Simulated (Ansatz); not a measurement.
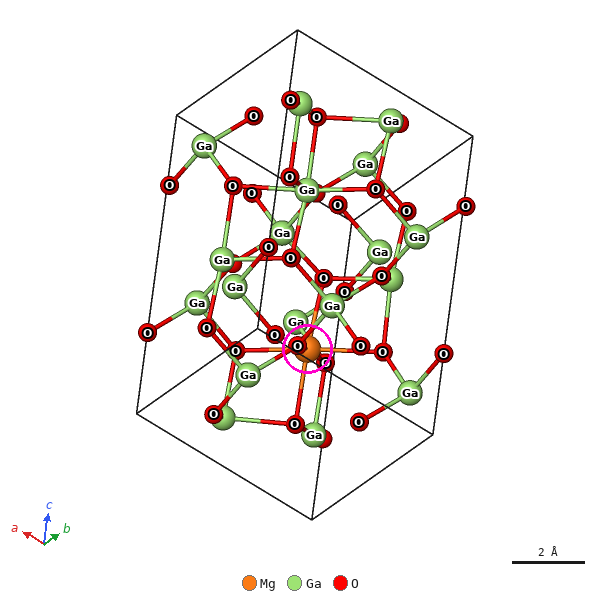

Drawn in the ball-and-stick manner and seen from a general direction. One supercell is framed, with atoms on its boundary repeated. The host is Ga2O3, in a cell of 40 sites, and the cell is neutral. A ring marks the defect's site.

Which defect is modelled here, and what are its neighbours?

Answer. Magnesium on a gallium site (a substitutional impurity). It is bonded to six O in a distorted octahedral arrangement at about 2.0 to 2.1 Å.

Calculation details: DFT PBEsol, scalar-relativistic, plane waves, PAW in Ansatz; an energy cutoff of 420 eV, k-points on a 2×2×2 grid, Gaussian smearing of 0.02 eV, collinear spins.

Is the defect spin-polarised?

Answer. Yes, 1.0 μB in the cell.

The atoms were relaxed in the host's cell with Ansatz, DFT PBEsol, scalar-relativistic, plane waves, PAW.
